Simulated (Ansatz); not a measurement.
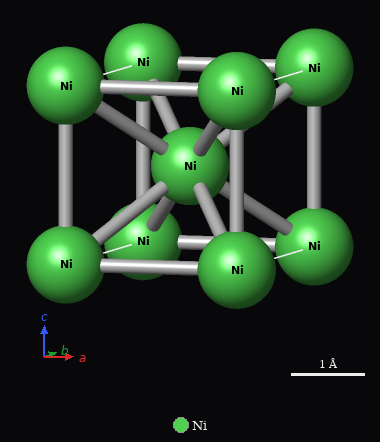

Figure 1. The structure (ball-and-stick view of the cell of the calculation, seen at an oblique angle).

**Run report: Ni, single-point calculation**

The run: single-point calculation of Ni (2 atoms in the cell). Method and program: DFT, PBE, PAW with Ansatz's default frozen-core files, scalar-relativistic, spin-polarised (Ansatz 0.2.0).

It belongs to a series of runs on one base structure; here: bulk in the slab's orientation, PAW files. Figures and captions count atoms from 1; the log counts them from 0 in places.

**The input**
```yaml
crystal:
  lattice:
    - [-1.7593077394, 1.7593077394, 0.0]
    - [0.0, 0.0, 3.5186154789]
    - [1.7593077394, 1.7593077394, 0.0]
  atoms:
    - { symbol: Ni, position: [0.0, 0.0, 0.0], spin: 1.0 }
    - { symbol: Ni, position: [0.5, 0.5, 0.5], spin: 1.0 }
magnetization:
  spin_polarized: true
kpoints:
  mp_grid: { grid: [15, 10, 15] }
scf:
  occupations: { method: fermi_dirac, width: 0.05 }
hamiltonian:
  xc: pbe
  pseudopotentials: { kind: paw }
output:
  forces: true
  stress: true
  eigenvalues: true
  write_density: true
  write_potential: true
  elf: true
  volumetric_format: npy
```

Machine: 2 threads of Arm Neoverse V2, 24 GiB of memory available, shared host.

Launch command:
```bash
ansatz run input.yaml --threads 2 --pin off --max-ram 6144MiB --backend cpu --events-out ev --progress --plain --runs-dir out
```

**What the program printed**
```
Engine: ansatz 0.2.0, aarch64-unknown-linux-gnu
Pseudopotentials: kind: paw
Pseudopotential: Ni, paw, valence charge 18, recommended cutoff 420 eV (normal), Ni.paw.azcp
Functional definition: PBE
  parameter kappa = 0.804
  parameter beta = 0.06672455060314922
  exchange = pbe_x(kappa = kappa, mu = beta*pi^2/3)
  correlation = pbe_c(beta = beta)
Crystal: 2 atoms, lattice volume = 21.781 Å³
Basis set: ecut = 420 eV, 403 PW (Γ), exchange–correlation on 36×48×36 points (8 copies of the dense FFT grid, shifted against one another)
Bands: 23, of which v1, the nominal top of the filled ones, is band 18 counted from 1 (17 counted from 0)
Symmetry: 32 space group operations
Space group: Fm-3m (ITA 225), of the structure as read, at distance tolerance 2.8e-5 Å
Magnetic group: BNS 225.116 (UNI 1618), of the structure as read, at distance tolerance 2.8e-5 Å
k-points: 216 of 2250
Non-local potential: Ni, projectors of the file, l = 0: 3, l = 1: 2, l = 2: 3, l = 3: 1
PAW form: soft (Blöchl's): semilocal exchange-correlation on the pseudo side does not see the compensation charge
PAW one-centre angular grid: Ni, 590 points (default); XC on 64 Gauss nodes
Initial density: superposition of atomic densities (chi_scale 0.1, normalization cell)
Starting moments: Σ|m| = 2 μB on 2 of 2 sites
Initial wavefunctions: pseudopotential atomic-orbital guess
Functional: x = pbe(κ = 0.804, μ = 0.2195149727645171), c = pbe(β = 0.06672455060314922)
iter 1 solved again at ethr=2.85e-3 eV; its pass at ethr=3.10e-3 eV (dr2=1.03e0 eV) is discarded
SCF iter   1: F=—  HF=-11677.903083 eV  |F-HF|=—  |Δ(HF+E_count)|=         —  Δρ=5.14e-2 (↑3.81e-2 ↓5.14e-2)  dr2=1.03e0  dr2_m=2.11e-2  M=1.717 μB ∫|m|=1.829 μB  β_m=0.30  ethr=2.85e-3  ⟨swp⟩=1.0  Hψ=50270  notcnv=0
Mixer restart at iter 1: flushing history
preconditioner: auto → none  [metal: Δε(μ)=0.001 eV  Ē_g=9.354 eV  σ=0.050 eV  W_gap=0.01  n_scr=6 (ndim 8)  ℏωp=35.6 eV  f_vac=0.000  D(μ)=3.23/eV (n_scr^D=48)  sad-step TF]
SCF iter   2: F=—  HF=-11677.780495 eV  |F-HF|=—  |Δ(HF+E_count)|=   1.23e-1  Δρ=2.08e-2 (↑1.18e-2 ↓2.08e-2)  dr2=2.71e-2  dr2_m=2.63e-2  M=1.555 μB ∫|m|=1.687 μB  β_m=0.29  ethr=2.85e-3  ⟨swp⟩=2.0  Hψ=15028  notcnv=0
SCF iter   3: F=—  HF=-11678.303405 eV  |F-HF|=—  |Δ(HF+E_count)|=   5.23e-1  Δρ=2.37e-2 (↑9.41e-3 ↓2.37e-2)  dr2=5.03e-2  dr2_m=2.95e-2  M=1.495 μB ∫|m|=1.638 μB  β_m=0.23  ethr=7.54e-5  ⟨swp⟩=2.0  Hψ=19009  notcnv=0  defer=37
SCF iter   4: F=—  HF=-11679.037845 eV  |F-HF|=—  |Δ(HF+E_count)|=   7.34e-1  Δρ=1.84e-2 (↑5.95e-3 ↓1.84e-2)  dr2=3.14e-2  dr2_m=2.51e-2  M=1.405 μB ∫|m|=1.564 μB  β_m=0.14  ethr=7.54e-5  ⟨swp⟩=2.6  Hψ=20235  notcnv=0  defer=37
SCF iter   5: F=—  HF=-11679.081027 eV  |F-HF|=—  |Δ(HF+E_count)|=   4.32e-2  Δρ=7.60e-3 (↑7.14e-3 ↓7.60e-3)  dr2=3.45e-3  dr2_m=7.88e-3  M=1.415 μB ∫|m|=1.570 μB  β_m=0.45  ethr=7.54e-5  ⟨swp⟩=2.1  Hψ=15696  notcnv=0  defer=53
SCF iter   6: F=—  HF=-11679.456175 eV  |F-HF|=—  |Δ(HF+E_count)|=   3.75e-1  Δρ=2.00e-3 (↑5.96e-4 ↓2.00e-3)  dr2=2.22e-4  dr2_m=2.85e-4  M=1.294 μB ∫|m|=1.473 μB  β_m=0.50  ethr=9.58e-6  ⟨swp⟩=2.2  Hψ=20777  notcnv=0  defer=59
SCF iter   7: F=—  HF=-11679.453849 eV  |F-HF|=—  |Δ(HF+E_count)|=   2.33e-3  Δρ=1.38e-3 (↑7.23e-4 ↓1.38e-3)  dr2=5.63e-4  dr2_m=5.48e-5  M=1.296 μB ∫|m|=1.476 μB  β_m=0.75  ethr=6.17e-7  ⟨swp⟩=2.1  Hψ=20169  notcnv=0  defer=59
SCF iter   8: F=—  HF=-11679.456710 eV  |F-HF|=—  |Δ(HF+E_count)|=   2.86e-3  Δρ=7.54e-4 (↑3.97e-4 ↓7.54e-4)  dr2=1.71e-4  dr2_m=1.23e-5  M=1.293 μB ∫|m|=1.474 μB  β_m=0.73  ethr=6.17e-7  ⟨swp⟩=2.3  Hψ=16042  notcnv=0  defer=59
SCF iter   9: F=—  HF=-11679.457320 eV  |F-HF|=—  |Δ(HF+E_count)|=   6.10e-4  Δρ=1.48e-4 (↑8.43e-5 ↓1.48e-4)  dr2=6.89e-6  dr2_m=4.68e-7  M=1.291 μB ∫|m|=1.473 μB  β_m=0.86  ethr=4.75e-7  ⟨swp⟩=2.0  Hψ=14249  notcnv=0  defer=59
SCF iter  10: F=—  HF=-11679.457350 eV  |F-HF|=—  |Δ(HF+E_count)|=   3.05e-5  Δρ=1.62e-5 (↑8.98e-6 ↓1.62e-5)  dr2=8.26e-8  dr2_m=7.10e-9  M=1.290 μB ∫|m|=1.473 μB  β_m=0.92  ethr=1.91e-8  ⟨swp⟩=2.1  Hψ=16194  notcnv=0  defer=59
SCF iter  11: F=—  HF=-11679.457351 eV  |F-HF|=—  |Δ(HF+E_count)|=   4.65e-7  Δρ=8.16e-6 (↑3.98e-6 ↓8.16e-6)  dr2=1.94e-8  dr2_m=1.04e-9  M=1.290 μB ∫|m|=1.472 μB  β_m=0.94  ethr=2.30e-10  ⟨swp⟩=2.0  Hψ=16463  notcnv=0  defer=59
SCF iter  12: F=-11679.457351 eV  HF=-11679.457351 eV  |F-HF|=2.79e-9  |Δ(HF+E_count)|=   7.86e-9  Δρ=3.73e-6 (↑1.59e-6 ↓3.73e-6)  dr2=3.55e-9  dr2_m=2.64e-10  M=1.290 μB ∫|m|=1.472 μB  ethr=5.40e-11  ⟨swp⟩=6.0  Hψ=55913  notcnv=0
SCF 1 converged in 12 iterations: F = -11679.457351 eV  dr2 = 3.55e-9
  greatest PAW one-centre occupation: 1.001 electrons in one spin orbital (limit 2), on the Ni atom at site 1 (counted from 0), in its partial waves of l = 1
```

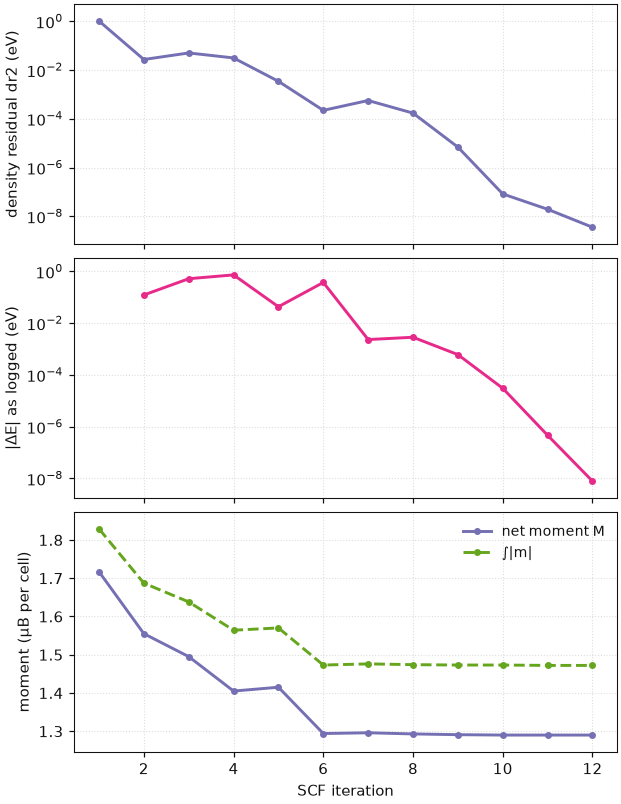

Figure 2. Convergence of the self-consistent field: density residual dr2, size of the energy change and magnetic moment against the SCF iteration. The residual comes down, with one marked jump up, by a factor of about 2.5, at step 7. The net moment goes from 1.7 to 1.3 μB per cell.

```
SCF converged after 12 iterations
Magnetization: 1.2901 μB (18.6451 up, 17.3549 down)
Absolute magnetization: 1.4741 μB (∫|ρ↑−ρ↓|, with the PAW one-centre terms)
Spin contamination: 0.0141 ħ² per cell (⟨S²⟩ above its minimum at these occupations)
Per-site moments (μB) at R_I (Å): [(0.6840658007512218, 1.0263152069970651), (0.6840658007512214, 1.0263152069970651)]
Free energy (F): -11679.457351 eV
Harris-Foulkes:  -11679.457351 eV  (|F-HF|=2.79e-9)
Internal energy: -11679.430363 eV  (E = F + TS)
E sigma→0 (E₀):  -11679.443857 eV
Entropy (-TS):   -0.026988 eV (-13.494 meV/atom)
Fermi energy:    18.166085 eV
--- Per-component energies (eV) ---
  E_band       = -569.407715
  E_kinetic    = 564.137848
  E_local      = -6877.127956  (includes V_loc(G=0)·N_el)
  E_nonlocal   = 1271.033051
  E_hartree    = 2870.594085
  E_xc         = -169.588955
  E_vxc        = -218.683992  (∫ρ·V_xc dr)
  E_paw        = -3259.211788  (= ΣΔE_a)
  E_vpaw       = -1049.949559  (= ΣTr[D̂ρ^β])
  E_aug_tail   = 0.001173  (compensation charges beyond the density's cutoff)
  E_ewald      = -6079.267820
  E_smearing   = -0.026988  (= −TS)
  E_closure    = -0.000000  (closes the sum)
  Σ components = -11679.457351   (vs F -11679.457351, Δ=0.00e0)
--- Forces (eV/Å), atoms counted from 1 ---
  atom   1  Ni     0.00000000    -0.00000000     0.00000000
  atom   2  Ni    -0.00000000    -0.00000000    -0.00000000
  max |Σ_I F_I| component: 6.31e-30 eV/Å
--- Stress (GPa, compression-positive) ---
        0.085013       0.000000       0.000000
        0.000000       0.085013       0.000000
        0.000000       0.000000       0.045569
  P = ⅓ Tr σ = 0.0719 GPa (0.719 kbar)
--- Band table (eV; the first three rows and the last of 432) ---
  k-point 0 ↑: bands = ["-85.5222", "-85.4778", "-45.9840", "-45.8618", "-45.8618", "-45.7802", "-45.7802", "-45.7782", "9.0417", "13.4575", "13.9138", "15.6910", "15.6928", "15.6928", "16.8822", "16.8832", "17.5974", "17.6708", "17.6708", "20.5067", "27.2923", "32.8836", "32.8836"]
  k-point 1 ↑: bands = ["-85.5212", "-85.4778", "-45.9813", "-45.8659", "-45.8605", "-45.7861", "-45.7807", "-45.7800", "9.1577", "13.5180", "13.9527", "15.6595", "15.7169", "15.7227", "16.8571", "16.8855", "17.4254", "17.5475", "17.6522", "20.8683", "27.3203", "31.7317", "33.0600"]
  k-point 2 ↑: bands = ["-85.5184", "-85.4779", "-45.9734", "-45.8773", "-45.8568", "-45.8029", "-45.7854", "-45.7822", "9.5015", "13.6880", "14.0656", "15.5663", "15.7878", "15.8052", "16.7872", "16.9017", "16.9114", "17.4086", "17.5968", "21.7307", "27.3901", "29.5644", "33.5771"]
  k-point 215 ↓: bands = ["-84.6168", "-84.6168", "-45.0890", "-45.0890", "-45.0861", "-45.0861", "-45.0216", "-45.0216", "14.7685", "14.7685", "15.6401", "15.6401", "15.6727", "15.6727", "17.3984", "17.3984", "18.5364", "18.5364", "25.3535", "25.3535", "26.0844", "26.0844", "28.5877"]
```

**File rho_z.tsv**
```
# z_ang	rho[e/angstrom^3]	rho_spin[e/angstrom^3]
# format = ansatz-planar-average/11
# lattice	-1.759307739	1.759307739	0.000000000
# lattice	0.000000000	0.000000000	3.518615479
# lattice	1.759307739	1.759307739	0.000000000
# sites	2
# site	28	0.000000000	0.000000000	0.000000000
# site	28	0.000000000	1.759307739	1.759307739
0.000000	2.885869e0	1.190688e-1
0.138224	2.512379e0	9.958715e-2
0.276449	1.720431e0	6.060894e-2
0.414673	1.046726e0	3.028245e-2
0.552897	7.150738e-1	1.652907e-2
0.691121	7.150738e-1	1.652907e-2
0.829346	1.046726e0	3.028245e-2
0.967570	1.720431e0	6.060894e-2
1.105794	2.512379e0	9.958715e-2
1.244018	2.885869e0	1.190688e-1
1.382243	2.512379e0	9.958715e-2
1.520467	1.720431e0	6.060894e-2
1.658691	1.046726e0	3.028245e-2
1.796916	7.150738e-1	1.652907e-2
1.935140	7.150738e-1	1.652907e-2
2.073364	1.046726e0	3.028245e-2
2.211588	1.720431e0	6.060894e-2
2.349813	2.512379e0	9.958715e-2
```

**File v_z.tsv**
```
# z_ang	v_es[eV]	v_tot_up[eV]	v_tot_dn[eV]
# format = ansatz-planar-average/11
# xc	pbe
# density_cutoff_ev	1680
# datasets	Ni=:simpson_from_first_knot:soft
# lattice	-1.759307739	1.759307739	0.000000000
# lattice	0.000000000	0.000000000	3.518615479
# lattice	1.759307739	1.759307739	0.000000000
# sites	2
# site	28	0.000000000	0.000000000	0.000000000
# site	28	0.000000000	1.759307739	1.759307739
0.000000	5.954274e0	-6.950201e0	-7.042576e0
0.138224	6.349413e0	-6.466757e0	-6.545109e0
0.276449	7.439783e0	-5.183646e0	-5.227715e0
0.414673	8.702999e0	-3.772233e0	-3.787786e0
0.552897	9.476414e0	-2.938600e0	-2.935043e0
0.691121	9.476414e0	-2.938600e0	-2.935043e0
0.829346	8.702999e0	-3.772233e0	-3.787786e0
0.967570	7.439783e0	-5.183646e0	-5.227715e0
1.105794	6.349413e0	-6.466757e0	-6.545109e0
1.244018	5.954274e0	-6.950201e0	-7.042576e0
1.382243	6.349413e0	-6.466757e0	-6.545109e0
1.520467	7.439783e0	-5.183646e0	-5.227715e0
1.658691	8.702999e0	-3.772233e0	-3.787786e0
1.796916	9.476414e0	-2.938600e0	-2.935043e0
1.935140	9.476414e0	-2.938600e0	-2.935043e0
2.073364	8.702999e0	-3.772233e0	-3.787786e0
2.211588	7.439783e0	-5.183646e0	-5.227715e0
2.349813	6.349413e0	-6.466757e0	-6.545109e0
```

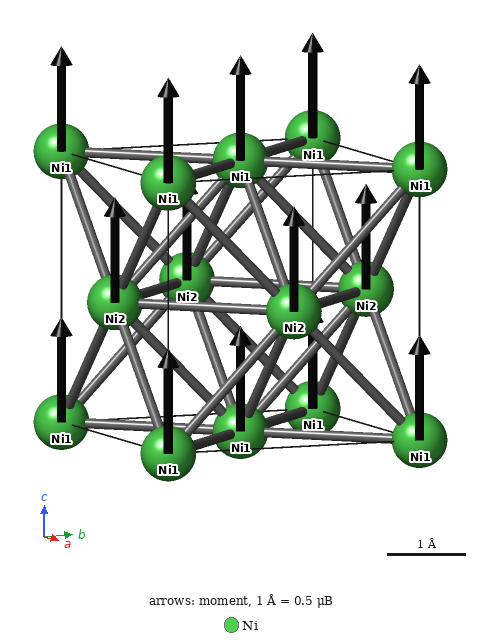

Figure 3. Magnetic moments of the sites as black arrows (ball-and-stick view of the cell 2 times as large as that of the calculation, set on its symmetry axes, seen slightly off an axis; atoms are numbered from 1 in the order of the input); small moments hardly show. The run is collinear, so the axis drawn is arbitrary. Site moments: Ni1, Ni2 (0.68 μB). They are counted near the atoms and needn't add up to the moment of the cell.

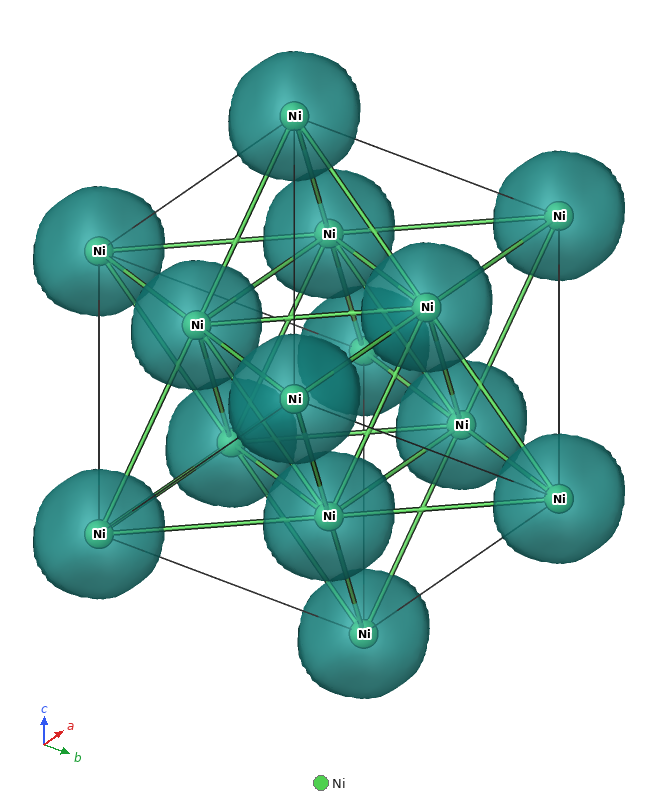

Figure 4. Isosurface of the spin density (up minus down) at +0.1 e/Å³ (teal), seen at an oblique angle. Sticks mark near contacts. The outline is the cell set on symmetry axes. The cell of the calculation (2 atoms) carries 1.3 μB net. In a PAW calculation such maps are meaningful between the atoms, not at the nuclei.

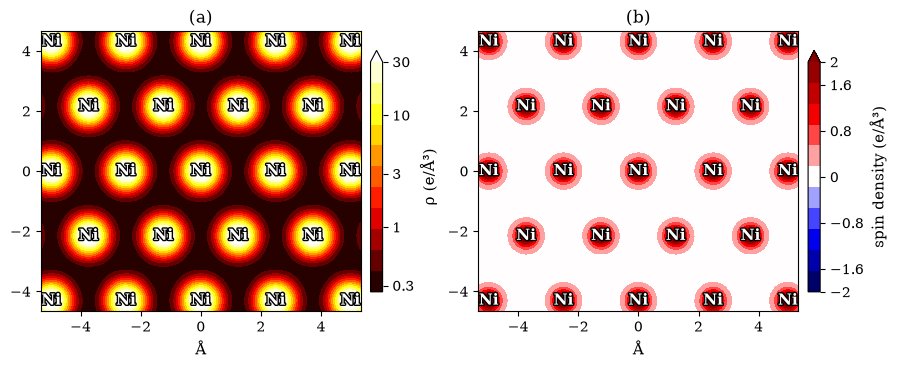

Figure 5. (a) valence charge density (pseudo); (b) magnetisation density (up minus down) on the (111) plane of the conventional cell. The plane passes through Ni nuclei. Ni–Ni (2.49 Å): the density is about 0.32 e/Å³ at the midpoint. Away from the nuclei the density in this plane falls to 0.26 e/Å³ at its lowest. The cell of the calculation (2 atoms) carries 1.3 μB net.

**Summary**

```json
{"quantity": "outcome", "value": "converged"}
{"quantity": "space group (tolerance 0.01 Å)", "value": "Fm-3m (225)"}
{"quantity": "electrons treated", "value": "36"}
{"quantity": "free energy", "value": "−11679.4574 eV"}
{"quantity": "Fermi energy", "value": "18.166 eV"}
{"quantity": "net moment of the cell", "value": "1.29 μB"}
{"quantity": "integrated absolute moment", "value": "1.47 μB"}
{"quantity": "pressure", "value": "0.07 GPa"}
{"quantity": "largest force (length of the vector)", "value": "under 0.001 eV/Å"}
{"quantity": "wall time", "value": "9.9 s (CPU time 19 s)"}
{"quantity": "peak memory", "value": "0.45 GiB"}
```
